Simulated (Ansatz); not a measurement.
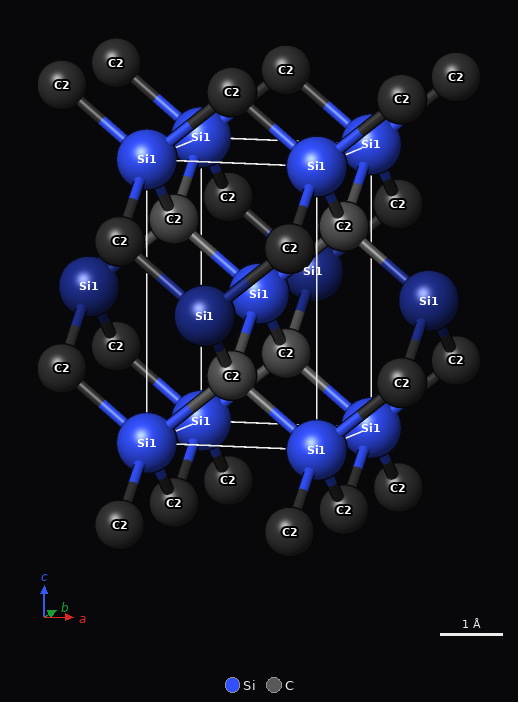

Fig. 1: The structure as given in the input (ball-and-stick view of the cell 2 times as large as that of the calculation, set on its symmetry axes, seen slightly off an axis; neighbours outside the cell are drawn fainter; atoms are numbered from 1 in the order of the input). An atom can appear more than once, as a periodic image. Near neighbours in the periodic cell (some may lie outside the picture): Si has 4 C at 1.86 Å; C has 4 Si at 1.86 Å.

**SiC: geometry relaxation (part 1 of 2)**

SiC (2 atoms in the cell), computed with DFT, PBEsol, plane waves, PAW, no spin polarisation (Ansatz 0.2.0).

The structure derives from an entry of the Crystallography Open Database. Figures and captions count atoms from 1; the log counts them from 0 in places.

### The program's output
```
Warning: crystal.symmetry: narrowed to the stabiliser of the k-point mesh — unitary ops 8 → 2; excluded 6 operations that carry a point of the 12×12×15 mesh (shift [0, 0, 0]) off the mesh (the run samples exactly the mesh kpoints.mp_grid names, as under crystal.symmetry.detect: false, and its converged state has the mesh's symmetry, not the crystal's; ε∞, the Born charges and the force constants of a linear response (`dielectric:` by the response, `phonons.method: dfpt`) are averaged over those of the crystal's operations that the state keeps within a tolerance, where `mesh_tensors`, `unaveraged_element` or `gamma_mean_max_change_ev_ang2` stands beside them; a row that `dielectric.field_direction` solves alone is averaged likewise, with nothing beside; a Γ-centred mesh of equal divisions is mapped onto itself by every operation and keeps the whole group, as does a half-shifted one under kpoints.further_shifts: images)
Engine: ansatz 0.2.0, x86_64-unknown-linux-gnu
Pseudopotentials: kind: paw
Pseudopotential: Si, paw, valence charge 4, recommended cutoff 420 eV (normal), Si.paw.azcp
Pseudopotential: C, paw, valence charge 4, recommended cutoff 420 eV (normal), C.paw.azcp
Functional definition: PBEsol
  exchange = pbesol_x
  correlation = pbesol_c
Crystal: 2 atoms, lattice volume = 19.755 Å³
Basis set: ecut = 420 eV, 371 PW (Γ), exchange–correlation on 40×40×48 points (8 copies of the dense FFT grid, shifted against one another)
Bands: 8, of which v1, the nominal top of the filled ones, is band 4 counted from 1 (3 counted from 0)
Symmetry: 2 space group operations
k-points: 589 of 2160 (time reversal used)
Non-local potential: Si, projectors of the file, l = 0: 2, l = 1: 2, l = 2: 2
Non-local potential: C, projectors of the file, l = 0: 2, l = 1: 2, l = 2: 1
PAW form: soft (Blöchl's): semilocal exchange-correlation on the pseudo side does not see the compensation charge
PAW frozen core: Si, regenerated for the run's functional, and the local potential with it (the file was generated under x = pbe(κ = 0.804, μ = 0.2195149727645171), c = pbe(β = 0.06672455060314922))
PAW frozen core: C, regenerated for the run's functional, and the local potential with it (the file was generated under x = pbe(κ = 0.804, μ = 0.2195149727645171), c = pbe(β = 0.06672455060314922))
PAW one-centre angular grid: Si, 110 points (default); XC on 64 Gauss nodes
PAW one-centre angular grid: C, 110 points (default); XC on 64 Gauss nodes
Initial density: superposition of atomic densities (neutral atoms: chi_scale 0, normalization atom), corrected by the library's trained network
Initial wavefunctions: pseudopotential atomic-orbital guess
Functional: x = pbesol(κ = 0.804, μ = 0.12345679012345678), c = pbesol(β = 0.046)
SCF iter   1: F=—  HF=-868.484204 eV  |F-HF|=—  |Δ(HF+E_count)|=         —  Δρ=7.44e-3  dr2=1.24e-2  ethr=1.77e-3  ⟨swp⟩=6.2  Hψ=40537  notcnv=0
preconditioner: auto → none  [insulator: Δε(μ)=0.376 eV  Ē_g=14.267 eV  σ=0.001 eV  W_gap=1.00  n_scr=0 (ndim 8)  ℏωp=23.6 eV  f_vac=0.000  D(μ)=0.00/eV (n_scr^D=0)  ε∞_Penn≈3.7]
SCF iter   2: F=—  HF=-868.480770 eV  |F-HF|=—  |Δ(HF+E_count)|=   3.43e-3  Δρ=2.14e-3  dr2=6.73e-4  ethr=1.55e-4  ⟨swp⟩=2.5  Hψ=12508  notcnv=0
SCF iter   3: F=—  HF=-868.480580 eV  |F-HF|=—  |Δ(HF+E_count)|=   1.90e-4  Δρ=7.72e-4  dr2=6.48e-5  ethr=8.41e-6  ⟨swp⟩=2.6  Hψ=9125  notcnv=0
SCF iter   4: F=—  HF=-868.480571 eV  |F-HF|=—  |Δ(HF+E_count)|=   9.24e-6  Δρ=1.22e-4  dr2=1.21e-6  ethr=8.10e-7  ⟨swp⟩=3.0  Hψ=9414  notcnv=0
iter 5 did not close the SCF: its close was put off for the readings that it lacked (scf_convergence_deferred on its scf_iter line)
SCF iter   5: F=-868.480571 eV  HF=-868.480571 eV  |F-HF|=2.98e-9  |Δ(HF+E_count)|=   4.55e-7  Δρ=6.04e-6  dr2=6.72e-9  ethr=1.52e-8  ⟨swp⟩=2.7  Hψ=7181  notcnv=0
SCF iter   6: F=-868.480571 eV  HF=-868.480571 eV  |F-HF|=1.53e-11  |Δ(HF+E_count)|=  3.47e-10  Δρ=1.37e-6  dr2=2.32e-10  ethr=8.40e-11  ⟨swp⟩=1.8  Hψ=14941  notcnv=0
SCF 1 converged in 6 iterations: F = -868.480571 eV  dr2 = 2.32e-10
  greatest PAW one-centre occupation: 0.648 electrons in one spin orbital (limit 2), on the C atom at site 1 (counted from 0), in its partial waves of l = 0
relax step   1: F+E_penalty+E_count = -868.48057116 eV  Δ(F+E_penalty+E_count) = +0.000e0 eV  max|allowed force component| = 2.102e-6 eV/Å  Δτ_max = 0.0000 Å  P = +9.873 GPa  Ω = 19.755 Å³  fix = [a, b, gamma]  reactions: a +23.629, b +23.629 GPa; gamma -0.000 GPa/rad  (6 SCF iters, dr2 threshold 1.00e-7 eV, accepted)
Crystal: 2 atoms, lattice volume = 19.328 Å³
Initial density: handed on by an earlier stage of this run
Initial wavefunctions: those handed on with the density
iter 1 solved again at ethr=1.20e-4 eV; its pass at ethr=3.10e-3 eV (dr2=9.64e-3 eV) is discarded
SCF iter   1: F=—  HF=-868.515760 eV  |F-HF|=—  |Δ(HF+E_count)|=         —  Δρ=6.70e-3  dr2=9.88e-3  ethr=1.20e-4  ⟨swp⟩=1.0  Hψ=44105  notcnv=0
preconditioner: auto → none  [insulator: Δε(μ)=0.666 eV  Ē_g=14.564 eV  σ=0.001 eV  W_gap=1.00  n_scr=0 (ndim 8)  ℏωp=23.9 eV  f_vac=0.000  D(μ)=0.00/eV (n_scr^D=0)  ε∞_Penn≈3.7]
SCF iter   2: F=—  HF=-868.512672 eV  |F-HF|=—  |Δ(HF+E_count)|=   3.09e-3  Δρ=1.72e-3  dr2=4.42e-4  ethr=1.20e-4  ⟨swp⟩=2.4  Hψ=9077  notcnv=0
SCF iter   3: F=—  HF=-868.512541 eV  |F-HF|=—  |Δ(HF+E_count)|=   1.31e-4  Δρ=6.37e-4  dr2=5.54e-5  ethr=5.53e-6  ⟨swp⟩=2.9  Hψ=9305  notcnv=0
SCF iter   4: F=—  HF=-868.512527 eV  |F-HF|=—  |Δ(HF+E_count)|=   1.41e-5  Δρ=1.21e-4  dr2=1.55e-6  ethr=6.93e-7  ⟨swp⟩=3.0  Hψ=9404  notcnv=0
SCF iter   5: F=-868.512527 eV  HF=-868.512527 eV  |F-HF|=1.60e-9  |Δ(HF+E_count)|=   9.70e-8  Δρ=8.96e-6  dr2=8.42e-9  ethr=2.50e-9  ⟨swp⟩=5.2  Hψ=24459  notcnv=0
SCF 2 converged in 5 iterations: F = -868.512527 eV  dr2 = 8.42e-9
  greatest PAW one-centre occupation: 0.651 electrons in one spin orbital (limit 2), on the C atom at site 1 (counted from 0), in its partial waves of l = 0
relax step   2: F+E_penalty+E_count = -868.51252718 eV  Δ(F+E_penalty+E_count) = -3.196e-2 eV  max|allowed force component| = 1.717e-6 eV/Å  Δτ_max = 0.0000 Å  P = +16.180 GPa  Ω = 19.328 Å³  energy of the carried Pulay correction = +8.292e-4 eV  fix = [a, b, gamma]  reactions: a +27.113, b +27.113 GPa; gamma -0.000 GPa/rad  (5 SCF iters, dr2 threshold 2.00e-7 eV, accepted)
Crystal: 2 atoms, lattice volume = 19.126 Å³
iter 1 solved again at ethr=2.85e-5 eV; its pass at ethr=3.10e-3 eV (dr2=2.28e-3 eV) is discarded
SCF iter   1: F=—  HF=-868.517180 eV  |F-HF|=—  |Δ(HF+E_count)|=         —  Δρ=3.26e-3  dr2=2.30e-3  ethr=2.85e-5  ⟨swp⟩=1.0  Hψ=41826  notcnv=0
preconditioner: auto → none  [insulator: Δε(μ)=0.676 eV  Ē_g=14.665 eV  σ=0.001 eV  W_gap=1.00  n_scr=0 (ndim 8)  ℏωp=24.0 eV  f_vac=0.000  D(μ)=0.00/eV (n_scr^D=0)  ε∞_Penn≈3.7]
SCF iter   2: F=—  HF=-868.516460 eV  |F-HF|=—  |Δ(HF+E_count)|=   7.19e-4  Δρ=8.23e-4  dr2=9.91e-5  ethr=2.85e-5  ⟨swp⟩=2.4  Hψ=9085  notcnv=0
SCF iter   3: F=—  HF=-868.516429 eV  |F-HF|=—  |Δ(HF+E_count)|=   3.15e-5  Δρ=3.10e-4  dr2=1.30e-5  ethr=1.24e-6  ⟨swp⟩=2.9  Hψ=9324  notcnv=0
SCF iter   4: F=—  HF=-868.516426 eV  |F-HF|=—  |Δ(HF+E_count)|=   2.56e-6  Δρ=6.16e-5  dr2=4.10e-7  ethr=1.62e-7  ⟨swp⟩=3.0  Hψ=9347  notcnv=0
SCF iter   5: F=-868.516426 eV  HF=-868.516426 eV  |F-HF|=2.43e-10  |Δ(HF+E_count)|=   1.80e-8  Δρ=4.90e-6  dr2=2.67e-9  ethr=2.50e-9  ⟨swp⟩=4.0  Hψ=14347  notcnv=0
SCF 3 converged in 5 iterations: F = -868.516426 eV  dr2 = 2.67e-9
  greatest PAW one-centre occupation: 0.653 electrons in one spin orbital (limit 2), on the C atom at site 1 (counted from 0), in its partial waves of l = 0
relax step   3: F+E_penalty+E_count = -868.51642606 eV  Δ(F+E_penalty+E_count) = -3.899e-3 eV  max|allowed force component| = 3.185e-6 eV/Å  Δτ_max = 0.0000 Å  P = +19.400 GPa  Ω = 19.126 Å³  energy of the carried Pulay correction = +1.230e-3 eV  fix = [a, b, gamma]  reactions: a +29.013, b +29.013 GPa; gamma -0.000 GPa/rad  (5 SCF iters, dr2 threshold 2.00e-7 eV, accepted)
Crystal: 2 atoms, lattice volume = 19.132 Å³
iter 1 solved again at ethr=2.43e-8 eV; its pass at ethr=3.10e-3 eV (dr2=1.94e-6 eV) is discarded
SCF iter   1: F=—  HF=-868.516420 eV  |F-HF|=—  |Δ(HF+E_count)|=         —  Δρ=9.46e-5  dr2=1.94e-6  ethr=2.43e-8  ⟨swp⟩=1.9  Hψ=40656  notcnv=0
preconditioner: auto → none  [insulator: Δε(μ)=0.634 eV  Ē_g=14.647 eV  σ=0.001 eV  W_gap=1.00  n_scr=0 (ndim 8)  ℏωp=24.0 eV  f_vac=0.000  D(μ)=0.00/eV (n_scr^D=0)  ε∞_Penn≈3.7]
SCF iter   2: F=—  HF=-868.516417 eV  |F-HF|=—  |Δ(HF+E_count)|=   2.72e-6  Δρ=2.29e-5  dr2=7.99e-8  ethr=2.43e-8  ⟨swp⟩=2.4  Hψ=9008  notcnv=0
SCF iter   3: F=-868.516417 eV  HF=-868.516417 eV  |F-HF|=3.44e-9  |Δ(HF+E_count)|=   2.53e-8  Δρ=8.22e-6  dr2=9.60e-9  ethr=9.21e-10  ⟨swp⟩=4.0  Hψ=14002  notcnv=0
SCF 4 converged in 3 iterations: F = -868.516417 eV  dr2 = 9.60e-9
relax step   4: F+E_penalty+E_count = -868.51641742 eV  Δ(F+E_penalty+E_count) = +8.639e-6 eV  max|allowed force component| = 9.891e-7 eV/Å  Δτ_max = 0.0000 Å  P = +19.304 GPa  Ω = 19.132 Å³  energy of the carried Pulay correction = +1.218e-3 eV  fix = [a, b, gamma]  reactions: a +28.956, b +28.956 GPa; gamma -0.000 GPa/rad  (3 SCF iters, dr2 threshold 7.37e-8 eV, accepted)
Initial wavefunctions: pseudopotential atomic-orbital guess (no wavefunctions were taken with the density)
iter 1 solved again at ethr=8.40e-8 eV; its pass at ethr=3.10e-3 eV (dr2=6.72e-6 eV) is discarded
SCF iter   1: F=—  HF=-868.515508 eV  |F-HF|=—  |Δ(HF+E_count)|=         —  Δρ=1.44e-4  dr2=5.39e-7  ethr=8.40e-8  ⟨swp⟩=3.1  Hψ=56700  notcnv=0
preconditioner: auto → none  [insulator: Δε(μ)=0.635 eV  Ē_g=14.648 eV  σ=0.001 eV  W_gap=1.00  n_scr=0 (ndim 8)  ℏωp=24.0 eV  f_vac=0.000  D(μ)=0.00/eV (n_scr^D=0)  ε∞_Penn≈3.7]
SCF iter   2: F=—  HF=-868.515506 eV  |F-HF|=—  |Δ(HF+E_count)|=   1.60e-6  Δρ=7.08e-5  dr2=1.13e-7  ethr=6.74e-9  ⟨swp⟩=2.0  Hψ=7009  notcnv=0
SCF iter   3: F=—  HF=-868.515506 eV  |F-HF|=—  |Δ(HF+E_count)|=   2.41e-7  Δρ=1.69e-5  dr2=1.79e-8  ethr=1.42e-9  ⟨swp⟩=2.0  Hψ=7062  notcnv=0
SCF iter   4: F=-868.515506 eV  HF=-868.515506 eV  |F-HF|=3.29e-11  |Δ(HF+E_count)|=   6.96e-9  Δρ=1.06e-6  dr2=6.19e-11  ethr=1.00e-12  ⟨swp⟩=3.4  Hψ=19141  notcnv=0
SCF 5 converged in 4 iterations: F = -868.515506 eV  dr2 = 6.19e-11
relax step   5: F+E_penalty+E_count = -868.51550650 eV  Δ(F+E_penalty+E_count) = +9.109e-4 eV  max|allowed force component| = 2.856e-6 eV/Å  Δτ_max = 0.0000 Å  P = +19.211 GPa  Ω = 19.132 Å³  fix = [a, b, gamma]  reactions: a +28.893, b +28.893 GPa; gamma -0.000 GPa/rad  stress off target by 1.54e-1 GPa on what of the cell is left free  SCF on the basis re-selected at this cell (its energy is not comparable with the rows above)  (4 SCF iters)
basis re-selected at this cell: Δ(F+E_penalty+E_count) = +9.109e-4 eV, ΔP = -0.093 GPa vs the last step (what re-selecting the basis moved, of the pressure what is left beyond the Pulay correction that the steps carried, after the strain that the cell walked since its last selection, with what the two solves' SCF thresholds leave and, on support functions, any second-order correction that the steps lacked; it is no measure of the basis error at this ecutwfc). This SCF's stress stands 1.54e-1 GPa from its target on what of the cell is left free (relax.cell.stress_tol is 1.00e-1 GPa) and its largest allowed force component is 2.86e-6 eV/Å (relax.f_tol is 1.00e-2 eV/Å): not within both, so this SCF does not close the relaxation
iter 1 solved again at ethr=1.99e-8 eV; its pass at ethr=3.10e-3 eV (dr2=1.59e-6 eV) is discarded
SCF iter   1: F=—  HF=-868.515522 eV  |F-HF|=—  |Δ(HF+E_count)|=         —  Δρ=8.59e-5  dr2=1.59e-6  ethr=1.99e-8  ⟨swp⟩=1.8  Hψ=40328  notcnv=0
preconditioner: auto → none  [insulator: Δε(μ)=0.637 eV  Ē_g=14.651 eV  σ=0.001 eV  W_gap=1.00  n_scr=0 (ndim 8)  ℏωp=24.0 eV  f_vac=0.000  D(μ)=0.00/eV (n_scr^D=0)  ε∞_Penn≈3.7]
SCF iter   2: F=—  HF=-868.515519 eV  |F-HF|=—  |Δ(HF+E_count)|=   2.71e-6  Δρ=2.12e-5  dr2=6.65e-8  ethr=1.99e-8  ⟨swp⟩=2.4  Hψ=8804  notcnv=0
SCF iter   3: F=-868.515519 eV  HF=-868.515519 eV  |F-HF|=2.44e-9  |Δ(HF+E_count)|=   1.95e-8  Δρ=7.97e-6  dr2=8.67e-9  ethr=7.38e-10  ⟨swp⟩=4.0  Hψ=14060  notcnv=0
SCF 6 converged in 3 iterations: F = -868.515519 eV  dr2 = 8.67e-9
relax step   6: F+E_penalty+E_count = -868.51551925 eV  Δ(F+E_penalty+E_count) = -1.275e-5 eV  max|allowed force component| = 3.209e-6 eV/Å  Δτ_max = 0.0000 Å  P = +19.296 GPa  Ω = 19.126 Å³  energy of the carried Pulay correction = +1.023e-5 eV  fix = [a, b, gamma]  reactions: a +28.944, b +28.944 GPa; gamma -0.000 GPa/rad  (3 SCF iters, dr2 threshold 5.91e-8 eV, accepted)
iter 1 solved again at ethr=6.18e-8 eV; its pass at ethr=3.10e-3 eV (dr2=4.94e-6 eV) is discarded
SCF iter   1: F=—  HF=-868.515510 eV  |F-HF|=—  |Δ(HF+E_count)|=         —  Δρ=8.56e-6  dr2=9.32e-9  ethr=6.18e-8  ⟨swp⟩=3.0  Hψ=56828  notcnv=0
preconditioner: auto → none  [insulator: Δε(μ)=0.636 eV  Ē_g=14.651 eV  σ=0.001 eV  W_gap=1.00  n_scr=0 (ndim 8)  ℏωp=24.0 eV  f_vac=0.000  D(μ)=0.00/eV (n_scr^D=0)  ε∞_Penn≈3.7]
SCF iter   2: F=—  HF=-868.515507 eV  |F-HF|=—  |Δ(HF+E_count)|=   2.36e-6  Δρ=3.78e-6  dr2=1.58e-9  ethr=1.16e-10  ⟨swp⟩=2.0  Hψ=7024  notcnv=0
SCF iter   3: F=-868.515507 eV  HF=-868.515507 eV  |F-HF|=1.84e-11  |Δ(HF+E_count)|=  8.16e-11  Δρ=6.84e-7  dr2=5.15e-11  ethr=1.00e-12  ⟨swp⟩=3.0  Hψ=17887  notcnv=0
SCF 7 converged in 3 iterations: F = -868.515507 eV  dr2 = 5.15e-11
relax step   7: F+E_penalty+E_count = -868.51550747 eV  Δ(F+E_penalty+E_count) = +1.177e-5 eV  max|allowed force component| = 1.383e-6 eV/Å  Δτ_max = 0.0000 Å  P = +19.296 GPa  Ω = 19.126 Å³  fix = [a, b, gamma]  reactions: a +28.944, b +28.944 GPa; gamma -0.000 GPa/rad  stress off target by 2.18e-4 GPa on what of the cell is left free  SCF on the basis re-selected at this cell (its energy is not comparable with the rows above)  (3 SCF iters)
```
